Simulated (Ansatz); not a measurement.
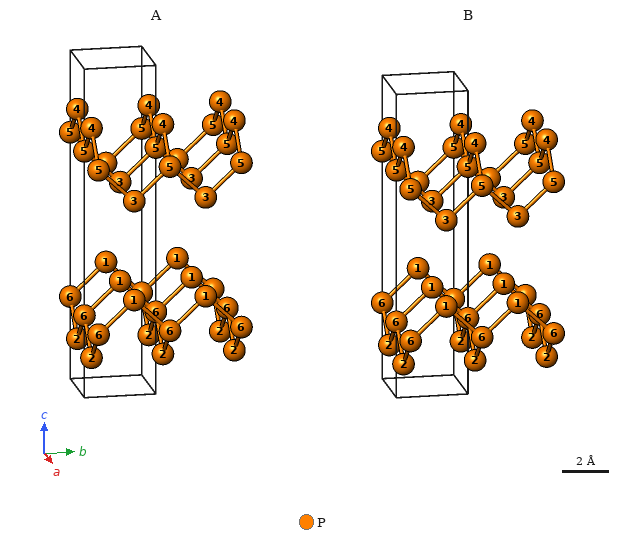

Two geometries of solid P (a generated structure, set up in P4_2/mmc), drawn at one scale. One is the start of a relaxation, the other its converged end. The picture is a ball-and-stick view of the cell of the calculation, repeated 2 × 2 × 1 with one cell outlined, seen slightly off an axis.

Level of theory: DFT PBE, scalar-relativistic, plane waves, PAW in Ansatz 0.2.0. Set-up: plane-wave cutoff 420 eV; k-point mesh 12 × 12 × 4; occupations gaussian; smearing width 0.1 eV; no spin polarisation; cell and atoms relaxed; force threshold 0.01 eV/Å; at most 80 steps.

Question: Which geometry has the lower energy?

Answer: Structure A is the relaxed one. After 6 accepted moves (8 points after the start) the energy has fallen by 2.6 meV per atom. Largest force component: 0.019 eV/Å at the start, 0.004 eV/Å at the end. The pressure goes from 0.02 to 0.02 GPa. The SCF was repeated twice at an unchanged geometry on a basis and grid sized afresh for the cell, which shifted the energy by 0.4 meV per atom at most. The largest moves relative to the cell, 0.12 Å, are those of P1, P2, P3 and P4. P2 goes along +c. Cell: a = b 3.207 → 3.202 Å (−0.1 %), c 13.830 → 14.986 Å (+8.4 %). Volume +8.0 %. The space group stays P4_2/mmc (No. 131).
